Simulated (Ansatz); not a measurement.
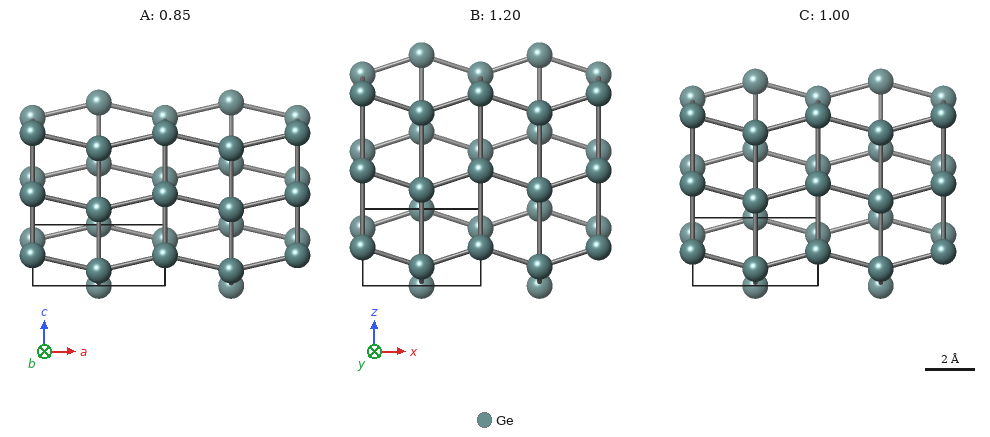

Crystalline Ge (I4_1/amd): the ratio of the cell's length along z to its lengths across, counted as 1 for the reference, is changed at fixed volume (a c/a path), with the atoms kept at their fractional coordinates. x, y and z are the Cartesian axes of the input. A ball-and-stick model of the conventional cell (2 times the calculation's cell), repeated 2 × 1 × 3 with one cell outlined, seen along the b axis. Lengths and directions refer to the drawn axes.

Computed with DFT r2SCAN, scalar-relativistic, plane waves, PAW (Ansatz). Set-up: plane-wave cutoff 500 eV; k-point mesh 22 × 22 × 22; occupations gaussian; smearing width 0.15 eV; no spin polarisation. Energies (free energies at the smearing named) are counted from the cell as listed in its source, which wasn't relaxed.

Question: Order these geometries by energy, lowest first.

Answer: Lowest first: C (the relative ratio 1.00, 0.0 meV/atom), B (the relative ratio 1.20, 47.2 meV/atom), A (the relative ratio 0.85, 121.1 meV/atom). Over the whole scan: of the computed points the lowest is at the relative ratio 1.00, 0.0 meV/atom. The distortion keeps the space group I4_1/amd. At the relative ratio 1.20 the cell of the drawing goes a 5.149 → 4.845 Å, b 5.149 → 4.845 Å, c 2.795 → 3.156 Å.
